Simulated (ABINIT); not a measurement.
## Run report: CO$_{2}$, single-point calculation

CO$_{2}$ (I-42d, 6 atoms in the cell), computed with Kohn-Sham DFT of a periodic cell, LDA, JTH PAW LDA v2.0, no spin polarisation (ABINIT 10.8.3).

The structure derives from a Materials Project entry.

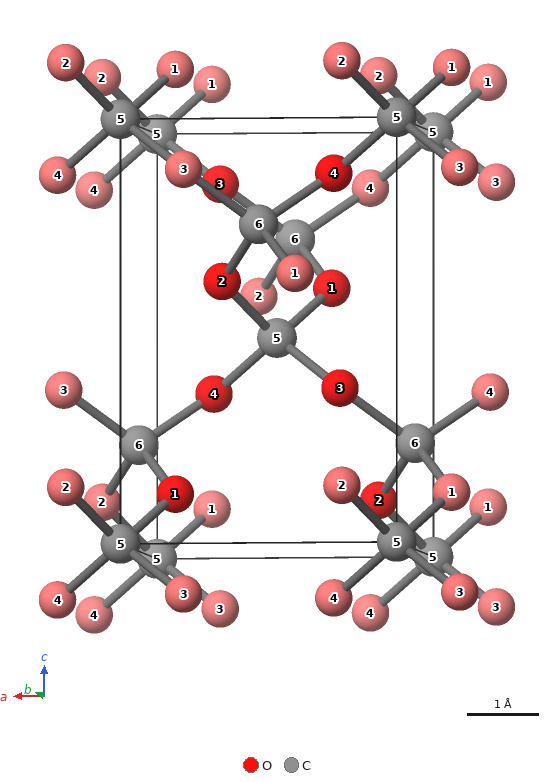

**Figure 1.** The structure (ball-and-stick view of the cell 2 times as large as that of the calculation, set on its symmetry axes, seen at an oblique angle; neighbours outside the cell are drawn fainter; atoms are numbered from 1 in the order of the input).

**Input**
```
# Pseudopotentials
pp_dirpath "./"
pseudos "O.LDA_PW-JTH.xml, C.LDA_PW-JTH.xml"

# Structure
acell 3*1.0
rprim
    -3.7316932009     3.7316932009     5.6957441437
     3.7316932009    -3.7316932009     5.6957441437
     3.7316932009     3.7316932009    -5.6957441437
ntypat 2
znucl 8 6
natom 6
typat 1 1 1 1 2 2
xred
     0.8750000000     0.9597980000     0.5847980000
     0.3750000000     0.2902020000     0.4152020000
     0.0402020000     0.6250000000     0.9152020000
     0.7097980000     0.1250000000     0.0847980000
     0.0000000000     0.0000000000     0.0000000000
     0.7500000000     0.2500000000     0.5000000000

# Plane-wave basis
ecut 23.0
pawecutdg 45.0
pawovlp 30

# k points
kptopt 1
ngkpt 7 7 7
nshiftk 1
shiftk 0.0 0.0 0.0

# Exchange and correlation
ixc 7

# Bands and occupations
nband 20
occopt 3
tsmear 0.05 eV

# SCF cycle
nstep 100
tolvrs 1.0e-9

# Output
iomode 3
prtwf 0
prtden 0
prteig 0
prtebands 0
```

Run on 1 thread of Arm Neoverse V2, 24 GiB of memory available, shared host.

Run as:
```bash
abinit run.abi > log 2>&1
```

**What the program printed**
```
.Version 10.8.3 of ABINIT
 Symmetries : space group I-4 2 d (#122); Bravais tI (body-center tetrag.)
================================================================================
 Values of the parameters that define the memory need of the present run
     intxc =       0    ionmov =       0      iscf =      17    lmnmax =       8
     lnmax =       4     mgfft =      36  mpssoang =       2    mqgrid =    3001
     natom =       6  nloc_mem =       2    nspden =       1   nspinor =       1
    nsppol =       1      nsym =       8    n1xccc =       1    ntypat =       2
    occopt =       3   xclevel =       1
       mpw =        1684          nfft =       46656          nkpt =          40
 PAW method is used; the additional fine FFT grid is defined by:
   mgfftf=        48    nfftf =    110592
================================================================================
================================================================================

--------------------------------------------------------------------------------
------------- Echo of variables that govern the present computation ------------
--------------------------------------------------------------------------------
 -outvars: echo values of preprocessed input variables --------
            acell      1.0000000000E+00  1.0000000000E+00  1.0000000000E+00 Bohr
              amu      1.59994000E+01  1.20110000E+01
             ecut      2.30000000E+01 Hartree
              ixc           7
         kptrlatt        7    0    0      0    7    0      0    0    7
          kptrlen      5.22437048E+01
            natom           6
            nband          20
            ngfft          36      36      36
          ngfftdg          48      48      48
             nkpt          40
            nstep         100
             nsym           8
           ntypat           2
           occopt           3
        pawecutdg      4.50000000E+01 Hartree
          pawovlp      3.0000000000E+01
           prtden           0
        prtebands           0
           prteig           0
            prtwf           0
            rprim     -3.7316932009E+00  3.7316932009E+00  5.6957441437E+00
                       3.7316932009E+00 -3.7316932009E+00  5.6957441437E+00
                       3.7316932009E+00  3.7316932009E+00 -5.6957441437E+00
          spgroup         122
           tolvrs      1.00000000E-09
           tsmear      1.83746611E-03 Hartree
            typat      1  1  1  1  2  2
           useylm           1
           xangst      1.3222692994E+00  9.8736349933E-01  3.7675724974E+00
                       6.5245769926E-01  9.8736349933E-01  7.5351449948E-01
                       2.9620904980E+00  6.5245769926E-01 -7.5351449948E-01
                      -9.8736349933E-01  1.3222692994E+00  2.2605434985E+00
                       0.0000000000E+00  0.0000000000E+00  0.0000000000E+00
                       0.0000000000E+00  1.9747269987E+00  1.5070289990E+00
            xcart      2.4987268405E+00  1.8658466005E+00  7.1196801796E+00
                       1.2329663604E+00  1.8658466005E+00  1.4239360359E+00
                       5.5975398013E+00  1.2329663604E+00 -1.4239360359E+00
                      -1.8658466004E+00  2.4987268405E+00  4.2718081078E+00
                       0.0000000000E+00  0.0000000000E+00  0.0000000000E+00
                       0.0000000000E+00  3.7316932009E+00  2.8478720718E+00
             xred      8.7500000000E-01  9.5979800000E-01  5.8479800000E-01
                       3.7500000000E-01  2.9020200000E-01  4.1520200000E-01
                       4.0202000000E-02  6.2500000000E-01  9.1520200000E-01
                       7.0979800000E-01  1.2500000000E-01  8.4798000000E-02
                       0.0000000000E+00  0.0000000000E+00  0.0000000000E+00
                       7.5000000000E-01  2.5000000000E-01  5.0000000000E-01
            znucl        8.00000    6.00000

================================================================================

 chkinp: Checking input parameters for consistency.

================================================================================
== DATASET  1 ==================================================================

--- !DatasetInfo
iteration_state: {dtset: 1, }
dimensions: {natom: 6, nkpt: 40, mband: 20, nsppol: 1, nspinor: 1, nspden: 1, mpw: 1684, }
cutoff_energies: {ecut:  23.0, pawecutdg:  45.0, }
electrons: {nelect:   3.20000000E+01, charge:   0.00000000E+00, occopt:   3.00000000E+00, tsmear:   1.83746611E-03, }
meta: {optdriver: 0, ionmov: 0, optcell: 0, iscf: 17, paral_kgb: 0, }
...

 Exchange-correlation functional for the present dataset will be:
  LDA: Perdew-Wang 92 LSD fit to Ceperley-Alder data - ixc=7
  J.P.Perdew and Y.Wang, PRB 45, 13244 (1992)

 Real(R)+Recip(G) space primitive vectors, cartesian coordinates (Bohr,Bohr^-1):
 R(1)= -3.7316932  3.7316932  5.6957441  G(1)=  0.0000000  0.1339874  0.0877848
 R(2)=  3.7316932 -3.7316932  5.6957441  G(2)=  0.1339874  0.0000000  0.0877848
 R(3)=  3.7316932  3.7316932 -5.6957441  G(3)=  0.1339874  0.1339874  0.0000000
 Unit cell volume ucvol=  3.1726512E+02 bohr^3
 Angles (23,13,12)=  1.22552215E+02  1.22552215E+02  8.56335050E+01 degrees

 Coarse grid specifications (used for wave-functions):

 getcut: wavevector=  0.0000  0.0000  0.0000  ngfft=  36  36  36
         ecut(hartree)=     23.000   => boxcut(ratio)=   2.14886

 Fine grid specifications (used for densities):

 getcut: wavevector=  0.0000  0.0000  0.0000  ngfft=  48  48  48
         ecut(hartree)=     45.000   => boxcut(ratio)=   2.04715

--- Pseudopotential description ------------------------------------------------
- pspini: atom type   1  psp file is ./O.LDA_PW-JTH.xml
 Pseudopotential format is: paw10
 basis_size (lnmax)=  4 (lmn_size=  8), orbitals=   0   0   1   1
 Spheres core radius: rc_sph= 1.41465230
 Shapefunction is SIN type: shapef(r)=[sin(pi*r/rshp)/(pi*r/rshp)]**2
 Radius for shape functions =  1.20231231
 Compensation charge density is not taken into account in XC energy/potential

- pspini: atom type   2  psp file is ./C.LDA_PW-JTH.xml
 Pseudopotential format is: paw10
 basis_size (lnmax)=  4 (lmn_size=  8), orbitals=   0   0   1   1
 Spheres core radius: rc_sph= 1.50736703
 Shapefunction is SIN type: shapef(r)=[sin(pi*r/rshp)/(pi*r/rshp)]**2
 Radius for shape functions =  1.30052589
 Compensation charge density is not taken into account in XC energy/potential

   8.63431376E+02                                ecore*ucvol(ha*bohr**3)
--------------------------------------------------------------------------------

================================================================================

--- !BeginCycle
iteration_state: {dtset: 1, }
solver: {iscf: 17, nstep: 100, nline: 4, wfoptalg: 10, }
tolerances: {tolvrs: 1.00E-09, }
...

     iter   Etot(hartree)      deltaE(h)  residm     nres2
 ETOT  1  -76.068071590377    -7.607E+01 1.171E-01 6.811E+01
 ETOT  2  -76.047059800676     2.101E-02 1.415E-02 1.981E+01
 ETOT  3  -76.026664964056     2.039E-02 7.549E-03 8.210E-01
 ETOT  4  -76.026307151662     3.578E-04 1.400E-03 1.133E-02
 ETOT  5  -76.026320882838    -1.373E-05 1.468E-03 1.731E-03
 ETOT  6  -76.026321384178    -5.013E-07 2.889E-03 1.203E-04
 ETOT  7  -76.026321401741    -1.756E-08 2.102E-03 6.898E-06
 ETOT  8  -76.026321407563    -5.822E-09 1.639E-03 3.980E-07
 ETOT  9  -76.026321408681    -1.118E-09 6.082E-04 1.119E-08
 ETOT 10  -76.026321408716    -3.476E-11 3.415E-04 1.295E-09
 ETOT 11  -76.026321408717    -1.478E-12 1.083E-04 1.401E-10

 At SCF step   11       nres2   =  1.40E-10 < tolvrs=  1.00E-09 =>converged.

 Cartesian components of stress tensor (hartree/bohr^3)
  sigma(1 1)=  4.87994152E-04  sigma(3 2)=  0.00000000E+00
  sigma(2 2)=  4.87994152E-04  sigma(3 1)=  0.00000000E+00
  sigma(3 3)=  5.09584394E-04  sigma(2 1)=  0.00000000E+00

--- !ResultsGS
iteration_state: {dtset: 1, }
comment   : Summary of ground state results
lattice_vectors:
- [ -3.7316932,   3.7316932,   5.6957441, ]
- [  3.7316932,  -3.7316932,   5.6957441, ]
- [  3.7316932,   3.7316932,  -5.6957441, ]
lattice_lengths: [   7.76483,    7.76483,    7.76483, ]
lattice_angles: [122.552, 122.552,  85.634, ] # degrees, (23, 13, 12)
lattice_volume:   3.1726512E+02
convergence: {deltae: -1.478E-12, res2:  1.401E-10, residm:  1.083E-04, diffor: null, }
etotal    :  -7.60263214E+01
entropy   :   0.00000000E+00
fermie    :   1.34314596E-01
cartesian_stress_tensor: # hartree/bohr^3
- [  4.87994152E-04,   0.00000000E+00,   0.00000000E+00, ]
- [  0.00000000E+00,   4.87994152E-04,   0.00000000E+00, ]
- [  0.00000000E+00,   0.00000000E+00,   5.09584394E-04, ]
pressure_GPa:  -1.4569E+01
xred      :
- [  8.7500E-01,   9.5980E-01,   5.8480E-01,  O]
- [  3.7500E-01,   2.9020E-01,   4.1520E-01,  O]
- [  4.0202E-02,   6.2500E-01,   9.1520E-01,  O]
- [  7.0980E-01,   1.2500E-01,   8.4798E-02,  O]
- [  0.0000E+00,   0.0000E+00,   0.0000E+00,  C]
- [  7.5000E-01,   2.5000E-01,   5.0000E-01,  C]
cartesian_forces: # hartree/bohr
- [  1.14111030E-02,   1.12560287E-18,  -1.32289624E-19, ]
- [ -1.14111030E-02,  -7.74119429E-19,   4.21410210E-19, ]
- [  3.08794560E-20,  -1.14111030E-02,   6.03445860E-20, ]
- [ -6.09120605E-19,   1.14111030E-02,  -2.04904870E-19, ]
- [ -2.89120686E-19,  -2.89120607E-19,  -7.22801600E-20, ]
- [ -2.89120492E-19,  -2.89120552E-19,  -7.22801418E-20, ]
force_length_stats: {min:   4.15217739E-19, max:   1.14111030E-02, mean:   7.60740197E-03, }
...

 Integrated electronic density in atomic spheres:
 ------------------------------------------------
 Atom  Sphere_radius  Integrated_density
    1        1.41465          4.66449422
    2        1.41465          4.66449422
    3        1.41465          4.66449422
    4        1.41465          4.66449422
    5        1.50737          2.59798703
    6        1.50737          2.59798703

================================================================================

 ----iterations are completed or convergence reached----

 Mean square residual over all n,k,spin=   15.450E-08; max=  10.830E-05
 reduced coordinates (array xred) for    6 atoms
       0.875000000000      0.959798000000      0.584798000000
       0.375000000000      0.290202000000      0.415202000000
       0.040202000000      0.625000000000      0.915202000000
       0.709798000000      0.125000000000      0.084798000000
       0.000000000000      0.000000000000      0.000000000000
       0.750000000000      0.250000000000      0.500000000000
 rms dE/dt=  3.4769E-02; max dE/dt=  4.2583E-02; dE/dt below (all hartree)
    1       0.042582735333     -0.042582735333     -0.042582735333
    2      -0.042582735333      0.042582735333      0.042582735333
    3       0.042582735333     -0.042582735333      0.042582735333
    4      -0.042582735333      0.042582735333     -0.042582735333
    5      -0.000000000000      0.000000000000      0.000000000000
    6       0.000000000000     -0.000000000000     -0.000000000000

 cartesian coordinates (angstrom) at end:
    1      1.32226929939358     0.98736349932914     3.76757249741936
    2      0.65245769926469     0.98736349932914     0.75351449948387
    3      2.96209049798741     0.65245769926469    -0.75351449948387
    4     -0.98736349932914     1.32226929939358     2.26054349845162
    5      0.00000000000000     0.00000000000000     0.00000000000000
    6      0.00000000000000     1.97472699865827     1.50702899896775

 cartesian forces (hartree/bohr) at end:
    1      0.01141110296067     0.00000000000000    -0.00000000000000
    2     -0.01141110296067    -0.00000000000000     0.00000000000000
    3      0.00000000000000    -0.01141110296067     0.00000000000000
    4     -0.00000000000000     0.01141110296067    -0.00000000000000
    5     -0.00000000000000    -0.00000000000000    -0.00000000000000
    6     -0.00000000000000    -0.00000000000000    -0.00000000000000
 frms,max,avg= 5.3792455E-03 1.1411103E-02   0.000E+00  0.000E+00  0.000E+00 h/b

 cartesian forces (eV/Angstrom) at end:
    1      0.58678250682055     0.00000000000000    -0.00000000000000
    2     -0.58678250682055    -0.00000000000000     0.00000000000000
    3      0.00000000000000    -0.58678250682055     0.00000000000000
    4     -0.00000000000000     0.58678250682055    -0.00000000000000
    5     -0.00000000000000    -0.00000000000000    -0.00000000000000
    6     -0.00000000000000    -0.00000000000000    -0.00000000000000
 frms,max,avg= 2.7661193E-01 5.8678251E-01   0.000E+00  0.000E+00  0.000E+00 e/A
 length scales=  1.000000000000  1.000000000000  1.000000000000 bohr
              =  0.529177210544  0.529177210544  0.529177210544 angstroms
 Fermi (or HOMO) energy (hartree) =   0.13431   Average Vxc (hartree)=  -0.42741
 Eigenvalues (hartree) for nkpt=  40  k points:
 kpt#   1, nband= 20, wtk=  0.00292, kpt=  0.0000  0.0000  0.0000 (reduced coord)
  -0.78666   -0.59840   -0.59840   -0.57574   -0.44545   -0.26891   -0.26891   -0.22352
  -0.07638   -0.04464   -0.00521    0.04303    0.04303    0.05375    0.05375    0.06857
   0.35862    0.41768    0.41768    0.41853
      occupation numbers for kpt#   1
   2.00000    2.00000    2.00000    2.00000    2.00000    2.00000    2.00000    2.00000
   2.00000    2.00000    2.00000    2.00000    2.00000    2.00000    2.00000    2.00000
   0.00000    0.00000    0.00000    0.00000
 prteigrs : prtvol=0 or 1, do not print more k-points.

--- !EnergyTerms
iteration_state     : {dtset: 1, }
comment             : Components of total free energy in Hartree
kinetic             :  3.69742071119179E+01
hartree             :  2.14377379454872E+01
xc                  : -1.57326173103043E+01
Ewald energy        : -5.48487178957434E+01
psp_core            :  2.72148221407393E+00
local_psp           : -7.23814210321652E+01
PAW spherical_terms :  5.80300622906812E+00
internal            : -7.60263227376657E+01
'-kT*entropy'       : -1.55465668173860E-14
total_energy        : -7.60263227376658E+01
total_energy_eV     : -2.06878163287623E+03
...

--- !EnergyTermsDC
iteration_state     : {dtset: 1, }
comment             : '"Double-counting" decomposition of free energy'
band_energy         : -7.28912145700169E+00
Ewald energy        : -5.48487178957434E+01
psp_core            :  2.72148221407393E+00
xc_dc               : -1.76591438939033E+01
PAW spherical_terms :  1.04917962385747E+00
internal            : -7.60263214087170E+01
'-kT*entropy'       : -1.55465668173860E-14
total_energy_dc     : -7.60263214087171E+01
total_energy_dc_eV  : -2.06878159671369E+03
...

--- !EnergyTermsWithPAWCore
iteration_state     : {dtset: 1, }
comment             : 'Components of total free energy, including PAW core contributions'
Total energy        : -3.74798055751622E+02
Total energy DC     : -3.74798054422673E+02
Total energy (eV)   : -1.01987746593001E+04
Total energy DC (eV): -1.01987746231376E+04
...

 Cartesian components of stress tensor (hartree/bohr^3)
  sigma(1 1)=  4.87994152E-04  sigma(3 2)=  0.00000000E+00
  sigma(2 2)=  4.87994152E-04  sigma(3 1)=  0.00000000E+00
  sigma(3 3)=  5.09584394E-04  sigma(2 1)=  0.00000000E+00

-Cartesian components of stress tensor (GPa)         [Pressure= -1.4569E+01 GPa]
- sigma(1 1)=  1.43572836E+01  sigma(3 2)=  0.00000000E+00
- sigma(2 2)=  1.43572836E+01  sigma(3 1)=  0.00000000E+00
- sigma(3 3)=  1.49924905E+01  sigma(2 1)=  0.00000000E+00

== END DATASET(S) ==============================================================
================================================================================

 -outvars: echo values of variables after computation  --------
            acell      1.0000000000E+00  1.0000000000E+00  1.0000000000E+00 Bohr
           etotal     -7.6026321409E+01
            fcart      1.1411102961E-02  1.1256028659E-18 -1.3228962443E-19
                      -1.1411102961E-02 -7.7411942901E-19  4.2141020981E-19
                       3.0879456031E-20 -1.1411102961E-02  6.0344586040E-20
                      -6.0912060545E-19  1.1411102961E-02 -2.0490486965E-19
                      -2.8912068554E-19 -2.8912060704E-19 -7.2280159960E-20
                      -2.8912049159E-19 -2.8912055162E-19 -7.2280141807E-20
            rprim     -3.7316932009E+00  3.7316932009E+00  5.6957441437E+00
                       3.7316932009E+00 -3.7316932009E+00  5.6957441437E+00
                       3.7316932009E+00  3.7316932009E+00 -5.6957441437E+00
           strten      4.8799415193E-04  4.8799415193E-04  5.0958439427E-04
                       0.0000000000E+00  0.0000000000E+00  0.0000000000E+00
           xangst      1.3222692994E+00  9.8736349933E-01  3.7675724974E+00
                       6.5245769926E-01  9.8736349933E-01  7.5351449948E-01
                       2.9620904980E+00  6.5245769926E-01 -7.5351449948E-01
                      -9.8736349933E-01  1.3222692994E+00  2.2605434985E+00
                       0.0000000000E+00  0.0000000000E+00  0.0000000000E+00
                       0.0000000000E+00  1.9747269987E+00  1.5070289990E+00
             xred      8.7500000000E-01  9.5979800000E-01  5.8479800000E-01
                       3.7500000000E-01  2.9020200000E-01  4.1520200000E-01
                       4.0202000000E-02  6.2500000000E-01  9.1520200000E-01
                       7.0979800000E-01  1.2500000000E-01  8.4798000000E-02
                       0.0000000000E+00  0.0000000000E+00  0.0000000000E+00
                       7.5000000000E-01  2.5000000000E-01  5.0000000000E-01
 Calculation completed.
```

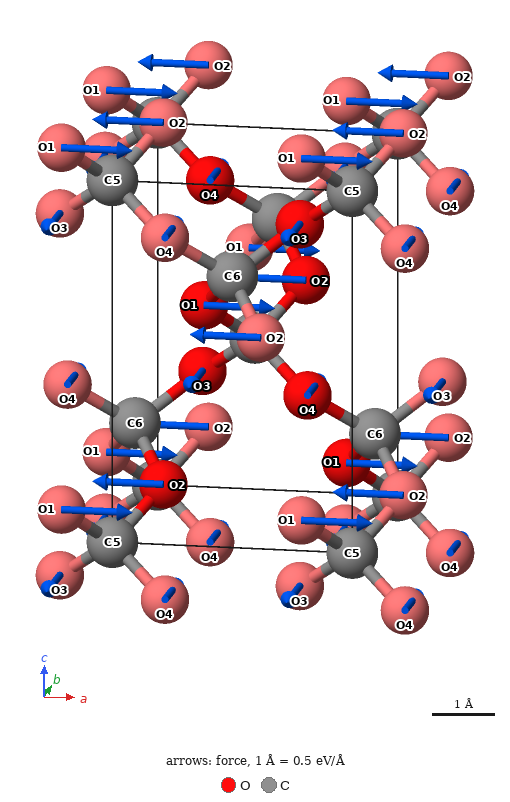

**Figure 2.** Forces on the atoms as blue arrows (ball-and-stick view of the cell 2 times as large as that of the calculation, set on its symmetry axes, seen slightly off an axis; neighbours outside the cell are drawn fainter; atoms are numbered from 1 in the order of the input). The largest act on all 4 O atoms (0.59 eV/Å). The geometry is not a stationary point of this energy.

**Results in brief**

| quantity | value |
| --- | --- |
| outcome | converged |
| space group (tolerance 0.01 Å) | I-42d (122) |
| electrons treated | 32 |
| free energy | −2068.7816 eV |
| Fermi energy | 3.655 eV |
| gap on the k-point mesh | 7.41 eV |
| pressure | −14.57 GPa |
| largest force (length of the vector) | 0.587 eV/Å |
| wall time | 44 s |
| peak memory | 0.11 GiB |

**Notes**

The cell is under a tension of 14.6 GPa at this level, so it is not at its equilibrium volume.
